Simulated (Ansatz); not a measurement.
MgO: geometry relaxation (part 1 of 2)

MgO (2 atoms in the cell), computed with DFT, LDA, plane waves, PAW, no spin polarisation (Ansatz 0.2.0).

The structure was built on a prototype by a generator. The geometry comes from this level: PBE.

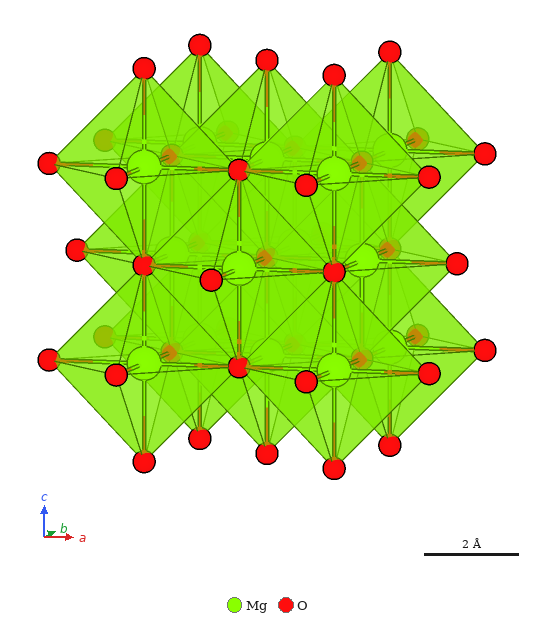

The structure as given in the input (polyhedral view of the cell 4 times as large as that of the calculation, set on its symmetry axes, seen slightly off an axis; polyhedra are completed across the faces of the cell).

Results in brief

| quantity | value |
| --- | --- |
| outcome | converged |
| space group (tolerance 0.01 Å) | Fm-3m (225) |
| electrons treated | 16 |
| free energy | −2460.0655 eV |
| Fermi energy | 10.769 eV |
| pressure | −0.02 GPa |
| final volume | 17.99 Å³ |
| largest force (length of the vector) at the end | under 0.001 eV/Å |
| final cell | a = 2.941 Å, b = 2.941 Å, c = 2.941 Å, α = 60.00°, β = 60.00°, γ = 60.00° |
| hardware | 4 threads of Arm Neoverse V2, 24 GiB of memory available, shared host |
| wall time | 1.7 s (CPU time 4.8 s) |
| peak memory | 0.27 GiB |

The input
```yaml
crystal:
  lattice:
    - [0.0, 2.1267050319, 2.1267050319]
    - [2.1267050319, 0.0, 2.1267050319]
    - [2.1267050319, 2.1267050319, 0.0]
  atoms:
    - { symbol: Mg, position: [0.0, 0.0, 0.0] }
    - { symbol: O, position: [0.5, 0.5, 0.5] }
kpoints:
  mp_grid: { grid: [10, 10, 10] }
hamiltonian:
  xc: lda
scf:
  occupations: { method: fermi_dirac, width: 0.02 }
relax:
  f_tol: 0.005
  cell: {}
```

Command:
```bash
ansatz run input.yaml --threads 4 --pin off --max-ram 7372MiB --backend cpu --events-out ev --progress --plain --runs-dir out
```

Log
```
Engine: ansatz 0.2.0, aarch64-unknown-linux-gnu
Pseudopotentials: kind: paw
Pseudopotential: Mg, paw, valence charge 10, recommended cutoff 420 eV (normal), Mg.paw.azcp
Pseudopotential: O, paw, valence charge 6, recommended cutoff 420 eV (normal), O.paw.azcp
Functional definition: SPW92
  exchange = slater_x
  correlation = pw_c
Crystal: 2 atoms, lattice volume = 19.238 Å³
Basis set: ecut = 420 eV, 339 PW (Γ)
Bands: 12, of which v1, the nominal top of the filled ones, is band 8 counted from 1 (7 counted from 0)
Symmetry: 48 space group operations
Space group: Fm-3m (ITA 225), of the structure as read, at distance tolerance 2.7e-5 Å
k-points: 47 of 1000
Non-local potential: Mg, projectors of the file, l = 0: 3, l = 1: 2, l = 2: 1
Non-local potential: O, projectors of the file, l = 0: 2, l = 1: 2, l = 2: 1
PAW form: soft (Blöchl's): semilocal exchange-correlation on the pseudo side does not see the compensation charge
PAW frozen core: Mg, regenerated for the run's functional, and the local potential with it (the file was generated under x = pbe(κ = 0.804, μ = 0.2195149727645171), c = pbe(β = 0.06672455060314922))
PAW frozen core: O, regenerated for the run's functional, and the local potential with it (the file was generated under x = pbe(κ = 0.804, μ = 0.2195149727645171), c = pbe(β = 0.06672455060314922))
PAW one-centre angular grid: Mg, 110 points (default); XC on 64 Gauss nodes
PAW one-centre angular grid: O, 110 points (default); XC on 64 Gauss nodes
Initial density: superposition of atomic densities (neutral atoms: chi_scale 0, normalization atom), corrected by the library's trained network
Initial wavefunctions: pseudopotential atomic-orbital guess
Functional: x = slater, c = lda
SCF iter   1: F=—  HF=-2460.040148 eV  |F-HF|=—  |Δ(HF+E_count)|=         —  Δρ=1.67e-2  dr2=4.37e-2  ethr=1.77e-3  ⟨swp⟩=5.9  Hψ=3338  notcnv=0
preconditioner: auto → none  [insulator: Δε(μ)=4.225 eV  Ē_g=17.775 eV  σ=0.020 eV  W_gap=1.00  n_scr=8 (ndim 8)  ℏωp=23.9 eV  f_vac=0.000  D(μ)=0.00/eV (n_scr^D=0)  ε∞_Penn≈2.8]
SCF iter   2: F=—  HF=-2460.025642 eV  |F-HF|=—  |Δ(HF+E_count)|=   1.45e-2  Δρ=5.31e-3  dr2=5.18e-3  ethr=2.73e-4  ⟨swp⟩=2.0  Hψ=1117  notcnv=0
SCF iter   3: F=—  HF=-2460.023940 eV  |F-HF|=—  |Δ(HF+E_count)|=   1.70e-3  Δρ=8.42e-4  dr2=7.89e-5  ethr=3.23e-5  ⟨swp⟩=2.5  Hψ=973  notcnv=0
SCF iter   4: F=—  HF=-2460.023909 eV  |F-HF|=—  |Δ(HF+E_count)|=   3.09e-5  Δρ=8.67e-5  dr2=7.71e-7  ethr=4.93e-7  ⟨swp⟩=2.2  Hψ=754  notcnv=0
iter 5 did not close the SCF: its close was put off for the readings that it lacked (scf_convergence_deferred on its scf_iter line)
SCF iter   5: F=-2460.023908 eV  HF=-2460.023908 eV  |F-HF|=1.08e-9  |Δ(HF+E_count)|=   2.73e-7  Δρ=5.54e-6  dr2=3.13e-9  ethr=4.82e-9  ⟨swp⟩=2.0  Hψ=940  notcnv=0
SCF iter   6: F=-2460.023908 eV  HF=-2460.023908 eV  |F-HF|=1.36e-12  |Δ(HF+E_count)|=  6.14e-11  Δρ=3.52e-7  dr2=8.75e-12  ethr=1.96e-11  ⟨swp⟩=2.0  Hψ=1799  notcnv=0
SCF 1 converged in 6 iterations: F = -2460.023908 eV  dr2 = 8.75e-12
  greatest PAW one-centre occupation: 1.000 electrons in one spin orbital (limit 2), on the Mg atom at site 0 (counted from 0), in its partial waves of l = 1
relax step   1: F+E_penalty+E_count = -2460.02390844 eV  Δ(F+E_penalty+E_count) = +0.000e0 eV  max|allowed force component| = 5.062e-30 eV/Å  Δτ_max = 0.0000 Å  P = -10.087 GPa  Ω = 19.238 Å³  (6 SCF iters, dr2 threshold 1.00e-7 eV, accepted)
Crystal: 2 atoms, lattice volume = 18.679 Å³
Initial density: handed on by an earlier stage of this run
Initial wavefunctions: those handed on with the density
iter 1 solved again at ethr=7.10e-6 eV; its pass at ethr=3.10e-3 eV (dr2=1.14e-3 eV) is discarded
SCF iter   1: F=—  HF=-2460.055103 eV  |F-HF|=—  |Δ(HF+E_count)|=         —  Δρ=2.92e-3  dr2=1.21e-3  ethr=7.10e-6  ⟨swp⟩=1.4  Hψ=4139  notcnv=0
preconditioner: auto → none  [insulator: Δε(μ)=4.676 eV  Ē_g=18.254 eV  σ=0.020 eV  W_gap=1.00  n_scr=8 (ndim 8)  ℏωp=24.3 eV  f_vac=0.000  D(μ)=0.00/eV (n_scr^D=0)  ε∞_Penn≈2.8]
SCF iter   2: F=—  HF=-2460.054757 eV  |F-HF|=—  |Δ(HF+E_count)|=   3.46e-4  Δρ=9.22e-4  dr2=1.25e-4  ethr=7.10e-6  ⟨swp⟩=2.4  Hψ=852  notcnv=0
SCF iter   3: F=—  HF=-2460.054731 eV  |F-HF|=—  |Δ(HF+E_count)|=   2.62e-5  Δρ=1.63e-4  dr2=2.59e-6  ethr=7.79e-7  ⟨swp⟩=2.1  Hψ=700  notcnv=0
iter 4 did not close the SCF: its close was put off for the readings that it lacked (scf_convergence_deferred on its scf_iter line)
SCF iter   4: F=-2460.054731 eV  HF=-2460.054731 eV  |F-HF|=3.40e-8  |Δ(HF+E_count)|=   1.17e-7  Δρ=1.51e-5  dr2=2.87e-8  ethr=1.62e-8  ⟨swp⟩=1.6  Hψ=699  notcnv=0
iter 5 did not close the SCF: its close was put off for the readings that it lacked (scf_convergence_deferred on its scf_iter line)
SCF iter   5: F=-2460.054731 eV  HF=-2460.054731 eV  |F-HF|=5.55e-11  |Δ(HF+E_count)|=   1.50e-8  Δρ=2.85e-6  dr2=8.46e-10  ethr=1.79e-10  ⟨swp⟩=2.0  Hψ=919  notcnv=0
SCF iter   6: F=-2460.054731 eV  HF=-2460.054731 eV  |F-HF|=1.27e-11  |Δ(HF+E_count)|=  4.73e-11  Δρ=4.55e-7  dr2=1.13e-11  ethr=5.29e-12  ⟨swp⟩=1.1  Hψ=1651  notcnv=0
SCF 2 converged in 6 iterations: F = -2460.054731 eV  dr2 = 1.13e-11
relax step   2: F+E_penalty+E_count = -2460.05473087 eV  Δ(F+E_penalty+E_count) = -3.082e-2 eV  max|allowed force component| = 4.881e-30 eV/Å  Δτ_max = 0.0000 Å  P = -5.773 GPa  Ω = 18.679 Å³  energy of the carried Pulay correction = +2.988e-3 eV  (6 SCF iters, dr2 threshold 2.00e-7 eV, accepted)
Crystal: 2 atoms, lattice volume = 17.980 Å³
iter 1 solved again at ethr=1.42e-5 eV; its pass at ethr=3.10e-3 eV (dr2=2.27e-3 eV) is discarded
SCF iter   1: F=—  HF=-2460.071085 eV  |F-HF|=—  |Δ(HF+E_count)|=         —  Δρ=4.10e-3  dr2=2.31e-3  ethr=1.42e-5  ⟨swp⟩=1.0  Hψ=4125  notcnv=0
preconditioner: auto → none  [insulator: Δε(μ)=5.065 eV  Ē_g=18.702 eV  σ=0.020 eV  W_gap=1.00  n_scr=8 (ndim 8)  ℏωp=24.8 eV  f_vac=0.000  D(μ)=0.00/eV (n_scr^D=0)  ε∞_Penn≈2.8]
SCF iter   2: F=—  HF=-2460.070410 eV  |F-HF|=—  |Δ(HF+E_count)|=   6.75e-4  Δρ=1.24e-3  dr2=2.24e-4  ethr=1.42e-5  ⟨swp⟩=2.4  Hψ=874  notcnv=0
SCF iter   3: F=—  HF=-2460.070356 eV  |F-HF|=—  |Δ(HF+E_count)|=   5.37e-5  Δρ=2.28e-4  dr2=4.81e-6  ethr=1.40e-6  ⟨swp⟩=2.1  Hψ=683  notcnv=0
SCF iter   4: F=—  HF=-2460.070355 eV  |F-HF|=—  |Δ(HF+E_count)|=   1.01e-6  Δρ=1.51e-5  dr2=2.71e-8  ethr=3.01e-8  ⟨swp⟩=1.5  Hψ=649  notcnv=0
iter 5 did not close the SCF: its close was put off for the readings that it lacked (scf_convergence_deferred on its scf_iter line)
SCF iter   5: F=-2460.070355 eV  HF=-2460.070355 eV  |F-HF|=1.90e-10  |Δ(HF+E_count)|=   1.28e-8  Δρ=3.69e-6  dr2=1.04e-9  ethr=1.69e-10  ⟨swp⟩=2.0  Hψ=929  notcnv=0
SCF iter   6: F=-2460.070355 eV  HF=-2460.070355 eV  |F-HF|=7.28e-12  |Δ(HF+E_count)|=  2.56e-10  Δρ=4.81e-7  dr2=1.33e-11  ethr=6.49e-12  ⟨swp⟩=1.8  Hψ=1597  notcnv=0
SCF 3 converged in 6 iterations: F = -2460.070355 eV  dr2 = 1.33e-11
relax step   3: F+E_penalty+E_count = -2460.07035520 eV  Δ(F+E_penalty+E_count) = -1.562e-2 eV  max|allowed force component| = 5.152e-30 eV/Å  Δτ_max = 0.0000 Å  P = +0.571 GPa  Ω = 17.980 Å³  energy of the carried Pulay correction = +6.850e-3 eV  (6 SCF iters, dr2 threshold 2.00e-7 eV, accepted)
Crystal: 2 atoms, lattice volume = 18.041 Å³
iter 1 solved again at ethr=1.33e-7 eV; its pass at ethr=3.10e-3 eV (dr2=2.13e-5 eV) is discarded
SCF iter   1: F=—  HF=-2460.070123 eV  |F-HF|=—  |Δ(HF+E_count)|=         —  Δρ=3.82e-4  dr2=2.03e-5  ethr=1.33e-7  ⟨swp⟩=2.2  Hψ=3849  notcnv=0
preconditioner: auto → none  [insulator: Δε(μ)=5.001 eV  Ē_g=18.635 eV  σ=0.020 eV  W_gap=1.00  n_scr=8 (ndim 8)  ℏωp=24.7 eV  f_vac=0.000  D(μ)=0.00/eV (n_scr^D=0)  ε∞_Penn≈2.8]
SCF iter   2: F=—  HF=-2460.070117 eV  |F-HF|=—  |Δ(HF+E_count)|=   5.86e-6  Δρ=1.15e-4  dr2=1.98e-6  ethr=1.27e-7  ⟨swp⟩=2.3  Hψ=696  notcnv=0
iter 3 did not close the SCF: its close was put off for the readings that it lacked (scf_convergence_deferred on its scf_iter line)
SCF iter   3: F=-2460.070116 eV  HF=-2460.070116 eV  |F-HF|=5.75e-9  |Δ(HF+E_count)|=   4.67e-7  Δρ=2.09e-5  dr2=4.02e-8  ethr=1.23e-8  ⟨swp⟩=2.1  Hψ=693  notcnv=0
iter 4 did not close the SCF: its close was put off for the readings that it lacked (scf_convergence_deferred on its scf_iter line)
SCF iter   4: F=-2460.070116 eV  HF=-2460.070116 eV  |F-HF|=3.99e-10  |Δ(HF+E_count)|=   1.57e-9  Δρ=1.62e-6  dr2=3.18e-10  ethr=2.51e-10  ⟨swp⟩=1.6  Hψ=750  notcnv=0
iter 5 did not close the SCF: its close was put off for the readings that it lacked (scf_convergence_deferred on its scf_iter line)
SCF iter   5: F=-2460.070116 eV  HF=-2460.070116 eV  |F-HF|=4.55e-13  |Δ(HF+E_count)|=  1.64e-10  Δρ=3.23e-7  dr2=9.21e-12  ethr=1.99e-12  ⟨swp⟩=2.0  Hψ=935  notcnv=0
SCF iter   6: F=-2460.070116 eV  HF=-2460.070116 eV  |F-HF|=4.55e-13  |Δ(HF+E_count)|=  1.36e-12  Δρ=4.43e-8  dr2=1.05e-13  ethr=1.00e-12  ⟨swp⟩=1.0  Hψ=1316  notcnv=0
SCF 4 converged in 6 iterations: F = -2460.070116 eV  dr2 = 1.05e-13
relax step   4: F+E_penalty+E_count = -2460.07011640 eV  Δ(F+E_penalty+E_count) = +2.388e-4 eV  max|allowed force component| = 3.016e-30 eV/Å  Δτ_max = 0.0000 Å  P = -0.028 GPa  Ω = 18.041 Å³  energy of the carried Pulay correction = +6.509e-3 eV  (6 SCF iters, dr2 threshold 2.00e-7 eV, accepted)
Initial wavefunctions: pseudopotential atomic-orbital guess (no wavefunctions were taken with the density)
iter 1 solved again at ethr=7.92e-8 eV; its pass at ethr=3.10e-3 eV (dr2=1.27e-5 eV) is discarded
SCF iter   1: F=—  HF=-2460.065501 eV  |F-HF|=—  |Δ(HF+E_count)|=         —  Δρ=5.77e-4  dr2=8.61e-6  ethr=7.92e-8  ⟨swp⟩=3.0  Hψ=4835  notcnv=0
preconditioner: auto → none  [insulator: Δε(μ)=5.004 eV  Ē_g=18.638 eV  σ=0.020 eV  W_gap=1.00  n_scr=8 (ndim 8)  ℏωp=24.7 eV  f_vac=0.000  D(μ)=0.00/eV (n_scr^D=0)  ε∞_Penn≈2.8]
SCF iter   2: F=—  HF=-2460.065501 eV  |F-HF|=—  |Δ(HF+E_count)|=   7.57e-8  Δρ=2.58e-4  dr2=1.39e-6  ethr=5.38e-8  ⟨swp⟩=2.1  Hψ=686  notcnv=0
SCF iter   3: F=—  HF=-2460.065501 eV  |F-HF|=—  |Δ(HF+E_count)|=   1.04e-7  Δρ=3.54e-5  dr2=2.62e-8  ethr=8.69e-9  ⟨swp⟩=2.1  Hψ=710  notcnv=0
SCF iter   4: F=—  HF=-2460.065501 eV  |F-HF|=—  |Δ(HF+E_count)|=   1.66e-8  Δρ=1.36e-6  dr2=1.34e-10  ethr=1.64e-10  ⟨swp⟩=1.0  Hψ=565  notcnv=0
iter 5 did not close the SCF: its close was put off for the readings that it lacked (scf_convergence_deferred on its scf_iter line)
SCF iter   5: F=-2460.065501 eV  HF=-2460.065501 eV  |F-HF|=4.09e-12  |Δ(HF+E_count)|=  2.27e-12  Δρ=1.62e-7  dr2=1.71e-12  ethr=1.00e-12  ⟨swp⟩=2.6  Hψ=903  notcnv=0
SCF iter   6: F=-2460.065501 eV  HF=-2460.065501 eV  |F-HF|=4.55e-13  |Δ(HF+E_count)|=  2.73e-12  Δρ=1.67e-8  dr2=1.53e-14  ethr=1.00e-12  ⟨swp⟩=3.3  Hψ=2086  notcnv=0
SCF 5 converged in 6 iterations: F = -2460.065501 eV  dr2 = 1.53e-14
relax step   5: F+E_penalty+E_count = -2460.06550068 eV  Δ(F+E_penalty+E_count) = +4.616e-3 eV  max|allowed force component| = 5.555e-30 eV/Å  Δτ_max = 0.0000 Å  P = -0.520 GPa  Ω = 18.041 Å³  stress off target by 5.20e-1 GPa  SCF on the basis re-selected at this cell (its energy is not comparable with the rows above)  (6 SCF iters)
basis re-selected at this cell: Δ(F+E_penalty+E_count) = +4.616e-3 eV, ΔP = -0.493 GPa vs the last step (what re-selecting the basis moved, of the pressure what is left beyond the Pulay correction that the steps carried, after the strain that the cell walked since its last selection, with what the two solves' SCF thresholds leave and, on support functions, any second-order correction that the steps lacked; it is no measure of the basis error at this ecutwfc). The dense FFT grid was sized anew with the basis: this SCF ran on 20×20×20 points, the steps before it on 24×24×24, so part of this shift can come from that change (see relax.cell in the input reference). This SCF's stress stands 5.20e-1 GPa from its target on what of the cell is left free (relax.cell.stress_tol is 5.00e-2 GPa) and its largest allowed force component is 5.55e-30 eV/Å (relax.f_tol is 5.00e-3 eV/Å): not within both, so this SCF does not close the relaxation
Crystal: 2 atoms, lattice volume = 17.988 Å³
iter 1 solved again at ethr=1.01e-7 eV; its pass at ethr=3.10e-3 eV (dr2=1.61e-5 eV) is discarded
```
